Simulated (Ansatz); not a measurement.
System: HfS4, space group I4/m (No. 87), 5 atoms in the cell.

```xyz
5
Lattice="-3.1372 3.1372 2.1418 3.1372 -3.1372 2.1418 3.1372 3.1372 -2.1418" Properties=species:S:1:pos:R:3 pbc="T T T"
Hf    0.0000    0.0000    0.0000
S     1.4717    3.7026    0.0000
S     0.5654    1.6655    2.1418
S     1.6655   -0.5654    2.1418
S     2.5718    1.4717    0.0000
```

Ansatz 0.2.0; DFT PBE, scalar-relativistic, plane waves, PAW, no spin polarisation, 10×10×10 k mesh.

Predict the main features of the band structure and density of states. The path is Γ–X–M–Γ–Z|Z0–M|X–P–N–Γ.

A metal: 4 bands cross the Fermi level along this path. At X the nearest levels lie 0.52 eV below and 1.18 eV above the Fermi level. The density of states at the Fermi level isn't well fixed here: it changes fast, and within 0.3 eV it runs from 2 to 4.3 per eV and cell. By projected weight, the states within 0.3 eV of the Fermi level are S (80 %) and Hf (20 %).

The structure is an invented one, so it need not be a known or stable phase. Spin-orbit coupling is left out, which matters for Hf.

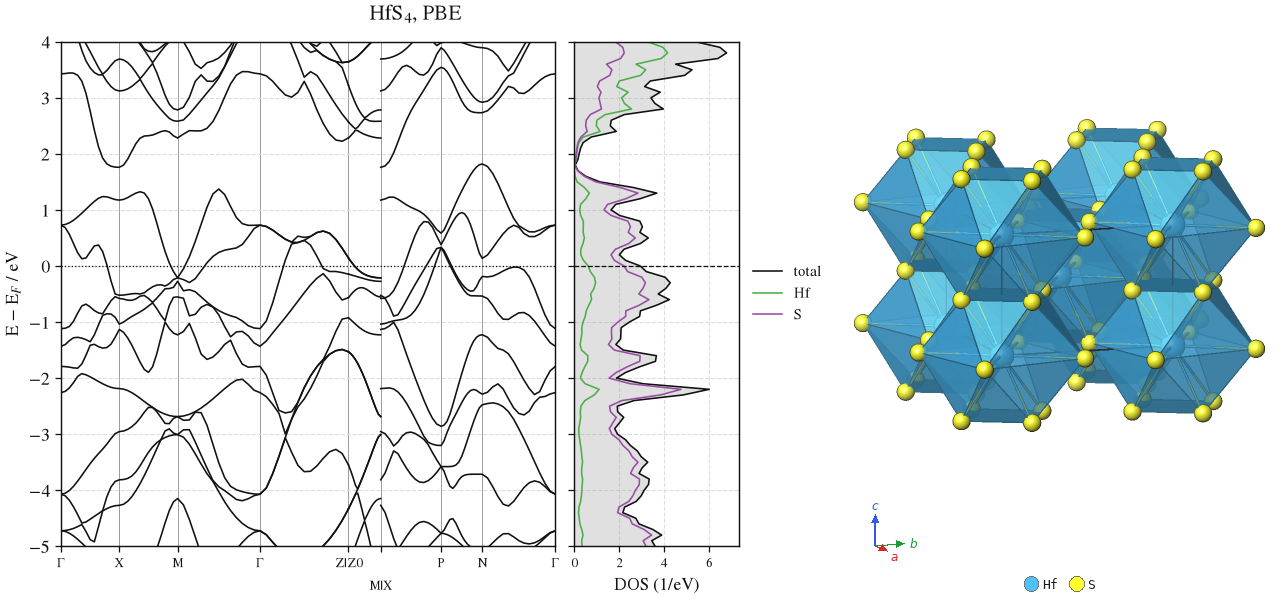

Band structure and density of states, beside the structure. Energies are counted from the Fermi level. The partial curves are projected on Löwdin-orthogonalised atomic shells.
